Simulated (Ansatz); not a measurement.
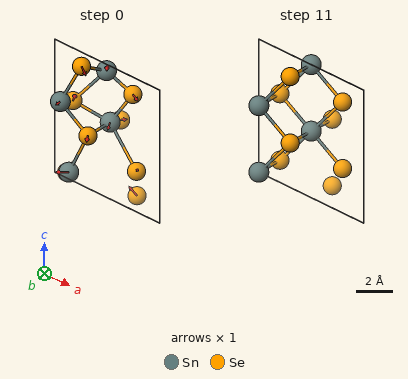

The structure of a crystal of SnSe₂ (set up in P1) before (left) and after (right) a relaxation, at one scale. The red arrows give the displacements, at their true length.

Style: ball-and-stick. Shown: the cell of the calculation, along the b axis.

Case: all atoms moved at random, sigma 0.4 Å for each component; relaxed back.

Computed with DFT PBE+D3(BJ), scalar-relativistic, plane waves, PAW (Ansatz 0.2.0). (plane-wave cutoff 420 eV; k-point mesh 4 × 4 × 4; occupations gaussian; smearing width 0.03 eV; no spin polarisation; cell and atoms relaxed; force threshold 0.01 eV/Å; at most 80 steps)

What changed between the two?

After 9 accepted moves (11 points after the start) the energy has fallen by 23.777 eV per cell of the calculation. The largest force component goes from 25 to 0.0014 eV/Å. Pressure: 35.36 GPa at the start and 0.01 GPa at the end. At 2 points the geometry stayed and the basis and grid were re-selected for the new cell (energy shift of 0.3 meV per cell of the calculation at most each time). The atom that moves furthest is a Sn atom (0.92 Å along [−3 −3 −1]). Largest moves by element: Sn 0.92 Å, Se 0.89 Å. The lattice vectors keep their values. Near-neighbour distances that change, for instance: Se–Sn 4.035 → 2.730 Å, Se–Se 2.809 → 3.882 Å, Se–Se 2.921 → 3.882 Å, Se–Sn 1.826 → 2.730 Å. New bonds form, among them: Se–Sn (4.03 → 2.73 Å). Among the angles between lasting bonds that change: Se–Sn–Se 137.4° → 180.0°, Se–Sn–Se 124.5° → 89.4°, Se–Sn–Se 125.6° → 90.6°. The space group (tolerance 0.01 Å) goes from P1 (No. 1) to P-3m1 (No. 164). The run took 30 min on 2 threads of Arm Neoverse N1, with other jobs on the host, peak memory 1.4 GiB.
